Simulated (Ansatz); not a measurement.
# Static equation of state of random fluorite-type (Ti, Ce, Zr, Sn, Hf)O2 solid solution (96 atoms)

The cell holds 96 atoms: 6 Ce, 64 O, 6 Hf, 8 Ti, 6 Sn and 6 Zr. Its edges and angles: a = 10.210 Å, b = 10.880 Å, c = 10.340 Å, α = 90.1°, β = 89.5°, γ = 89.9°. It derives from TiO2 and CeO2, HfO2, ZrO2 and SnO2. The starting structure: Fluorite-type lattice (a = 5.09 Å, the mean of the end members), 2 x 2 x 2 cells, metal sites filled at random with 8 Ti, 6 Ce, 6 Zr, 6 Sn, 6 Hf; not relaxed, displaced by a Gaussian of 0.02 Å.

Calculated with Ansatz 0.2.0: Kohn-Sham DFT, PBE, PAW (set soft_2), plane waves; cutoff 420 eV, Γ point, fermi-dirac smearing of 0.025 eV, spin polarised, started with 4 moments up and 2 down in a pattern of our own, ending at 0.0 μB in the cell. Cell and atoms were relaxed first, to V0 = 11.965 Å³ an atom at a residual P0 = 0.004 GPa. The cell was then scaled evenly, and the atoms were relaxed at each volume.

| volume (Å³/atom) | pressure (GPa) |
| --- | --- |
| 10.769 | 19.94 |
| 11.247 | ? |
| 11.606 | 4.668 |
| 12.324 | -3.791 |
| 12.683 | -6.611 |

In doubt: a part-filled 4f shell, where there is one, can sit in one of many states, so energies may not be the lowest and differences between runs may mislead.

**Question.** Fit the third-order Birch–Murnaghan equation to the rows given and interpolate to the withheld row.

Worked fit:

Take the Eulerian strain f = ½[(V0/V)^(2/3) − 1] and the normalised pressure F = (P − P0) / [3f(1 + 2f)^(5/2)]. The third-order Birch–Murnaghan equation is then the line F = B0 + (3/2)B0(B′ − 4) f, so u = f and v = F.

```
      u = f  v = F (GPa)
  0.0363829      153.210
  0.0102567      144.093
-0.00975633      136.201
 -0.0190504      127.542
```

With n = 4: mean u = 0.00445822, mean v = 140.262, Σ(u − ū)² = 0.0018075, Σ(u − ū)(v − v̄) = 0.79235. Slope b = 0.79235 / 0.0018075 = 438.36; intercept a = v̄ − b ū = 138.31.

So B0 = a = 138 GPa and B′ = 4 + 2b/(3a) = 6.11. At the withheld volume f = 0.02106, F = a + b f = 147.5 GPa, and P = P0 + 3f(1 + 2f)^(5/2) F.

Prediction at 11.247: 10.34 GPa. The run gave 10.72 GPa, so the fit is low by 0.38 GPa (3.6 % of the value).

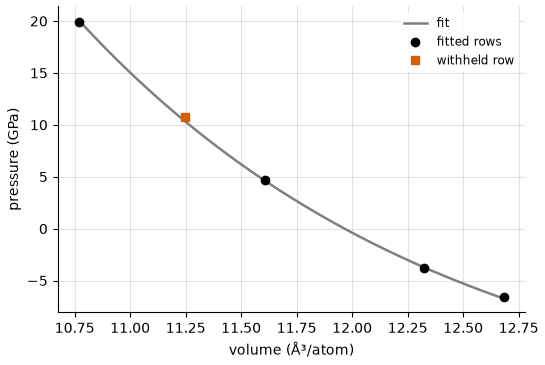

The fit, the rows that it rests on and the withheld row.

B′ = 6.1 lies outside the range of 3 to 6 that is common for dense crystals. The series isn't one smooth equation of state: even a line fitted to all rows, the withheld one included, misses F by up to 2.5 %, the count of bonds changes along the series and an atom moves over 0.5 Å in some relaxation. B0 and B′ are then only the numbers of this fit, not moduli of the material. Among the rows given, the largest miss of the fit is at 10.769, by 0.14 GPa (0.51 % of the range of the table).

Limits: Static cells at zero temperature; the cell shape is held. The program notes that the SCF threshold of these relaxations is loose for the stress. Only the Γ point is sampled, in a cell whose shortest periodic width is 10 Å.

[Logs are printed without paths, hosts, clocks, repeated set-up lines and the standing remarks that a program may print on its own settings, such as how far it seeks lower states.]

[Hosts, paths, dates, database ids (printed as entryN), source tags and the programs' standing remarks are cut or masked in the printed files.]
